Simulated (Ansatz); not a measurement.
B48N48H: several calculations on one system

### Relaxation

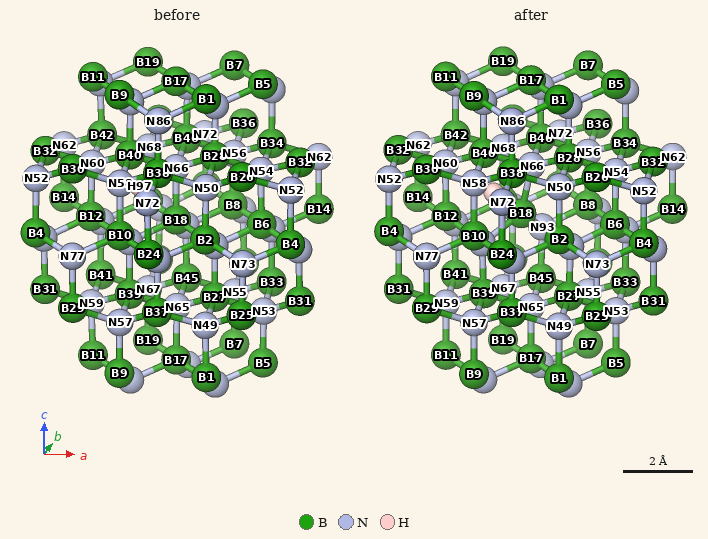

The structure of a defect cell of composition B₄₈N₄₈H (cell charge −1) before (left) and after (right) a relaxation, at one scale.

A ball-and-stick model of the atoms within 5.0 Å of the atom that moves most (axes of the cell of the calculation (origin shifted)), seen slightly off an axis.

Level of theory: DFT, PBEsol, PAW, plane waves (Ansatz 0.2.0). Set-up: plane-wave cutoff 420 eV; k-point mesh 1 × 1 × 1; mesh shifted by (0.25, 0.25, 0.25); no spin polarisation; atoms relaxed in a fixed cell; force threshold 0.03 eV/Å; at most 80 steps.

Describe what moved and what it gained.

Answer. After 11 geometry steps the energy has fallen by 3.639 eV per cell of the calculation. Largest force component: 3 eV/Å at the start, 0.018 eV/Å at the end. The atom that moves furthest is a B atom (0.37 Å along [−2 1 1]). By element the largest moves are B 0.37 Å, H 0.21 Å, N 0.12 Å. The cell stays as it was. Some distances before and after: B–H 1.645 → 1.175 Å, B–N 1.605 → 2.040 Å, B–B 2.553 → 2.219 Å, B–B 2.517 → 2.211 Å. New bonds form, among them: B–H (1.64 → 1.17 Å). Bond angles that change, for instance: B–N–B 110.0° → 90.2°, B–N–B 108.6° → 90.7°, B–N–B 111.1° → 122.5°. The run took 8.1 s on 1 × NVIDIA GB200 with 8 threads of Arm Neoverse-V2, peak memory 1.8 GiB.

Limits of the set-up: the periodic images lie only 7.6 Å apart, so the values are limited by the cell's size; the cell is charged, on a uniform background, and energies carry no finite-size correction.

### Relaxation

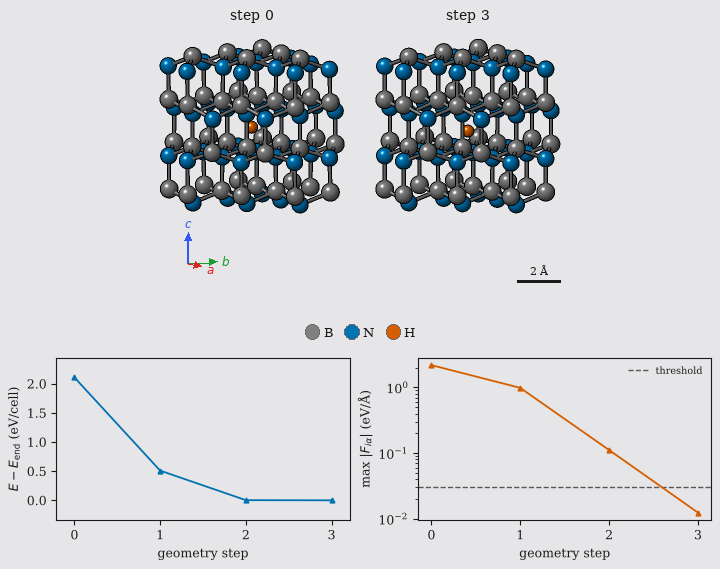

First and last geometry of a relaxation of a defect cell of composition B$_{48}$N$_{48}$H, with the history of the run. Style: ball-and-stick. Shown: the atoms within 5.0 Å of the atom that moves most (axes of the cell of the calculation (origin shifted)), slightly off an axis.

Theory: DFT, PBEsol, PAW, plane waves (Ansatz 0.2.0). Settings: plane-wave cutoff 420 eV; k-point mesh 1 × 1 × 1; mesh shifted by (0.25, 0.25, 0.25); collinear spin; atoms relaxed in a fixed cell; force threshold 0.03 eV/Å; at most 80 steps.

Question: Read the history and describe the run.

Answer: It converged. After 3 geometry steps the energy has fallen by 2.108 eV per cell of the calculation. The largest force component goes from 2.2 to 0.012 eV/Å. The atom that moves furthest is the H atom (0.18 Å along −c). By element the largest moves are H 0.18 Å, N 0.08 Å, B 0.06 Å. The lattice vectors keep their values. Near-neighbour distances that change, for instance: B–N 1.505 → 1.577 Å, B–N 1.626 → 1.557 Å, B–N 1.636 → 1.575 Å, B–N 1.606 → 1.560 Å. Among the angles between lasting bonds that change: N–B–N 113.4° → 108.8°, B–N–B 111.0° → 106.7°, N–B–N 106.3° → 110.3°.

Limits of the set-up: the periodic images lie only 7.6 Å apart, so the values are limited by the cell's size.

### Defect

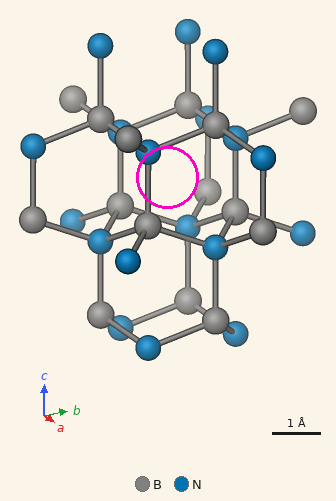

Perfect BN. Style: ball-and-stick. Shown: the atoms within 3.8 Å of one point, slightly off an axis.

Computed with DFT, PBEsol, PAW, plane waves (Ansatz 0.2.0). Settings: plane-wave cutoff 420 eV; k-point mesh 1 × 1 × 1; mesh shifted by (0.25, 0.25, 0.25); no spin polarisation. Fermi-Dirac smearing of 0.01 eV. A uniform background neutralises the charged cell. The axes drawn are those of the host's conventional cell.

An extra hydrogen atom is put between the host's atoms (an interstitial) at the ringed place, in charge state −1. The supercell has 96 sites, and the atoms are relaxed at the host's cell.

**Predict the relaxed surroundings of the defect.**

The H atom starts with 6 N at 1.66 to 1.97 Å, 6 B at 1.66 to 1.98 Å around its place and ends with 1 B at 1.17 Å. Of the host's atoms, a boron atom moves furthest from its site, by 0.40 Å. The H atom itself moves 0.21 Å from where it was put.

The relaxed defect, seen from the same direction:

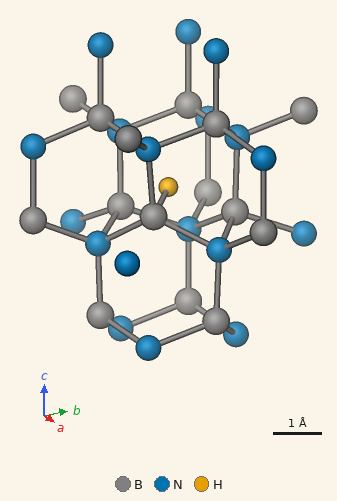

Limits of the set-up: the periodic images lie only 7.6 Å apart, so the values are limited by the cell's size; the cell is charged, on a uniform background, and energies carry no finite-size correction.

### Defect

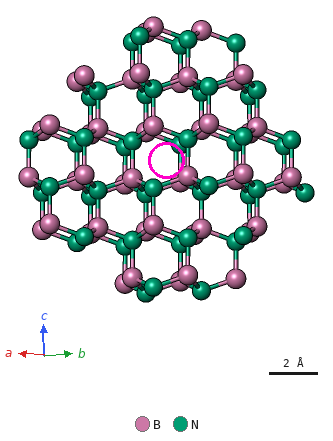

Perfect BN. Style: ball-and-stick. Shown: the atoms within 6.0 Å of one point, in a slice 5.0 Å thick across the line of sight, from a free direction.

Computed with DFT, PBEsol, PAW, plane waves in Ansatz 0.2.0. Set-up: plane-wave cutoff 420 eV; k-point mesh 1 × 1 × 1; mesh shifted by (0.25, 0.25, 0.25); collinear spin. Fermi-Dirac smearing of 0.01 eV. The axes drawn are those of the host's conventional cell.

An extra hydrogen atom is put between the host's atoms (an interstitial) at the ringed place, in charge state 0. The supercell has 96 sites, and the atoms are relaxed at the host's cell.

Predict the relaxed surroundings of the defect.

Answer. The H atom starts with 6 N at 1.66 to 1.97 Å, 6 B at 1.66 to 1.98 Å around its place and ends with 3 B at 1.59 Å, 6 N at 1.77 to 1.90 Å. Of the host's atoms, a nitrogen atom moves furthest from its site, by 0.04 Å. The H atom itself moves 0.18 Å from where it was put. The cell's net moment is 1.00 μB.

The relaxed defect, seen from the same direction:

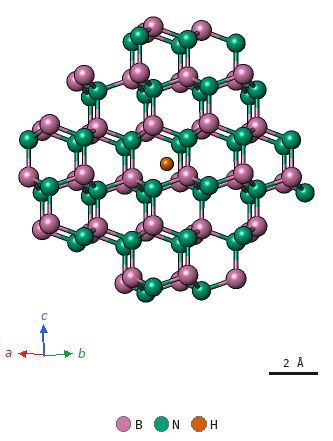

Limits of the set-up: the periodic images lie only 7.6 Å apart, so the values are limited by the cell's size.
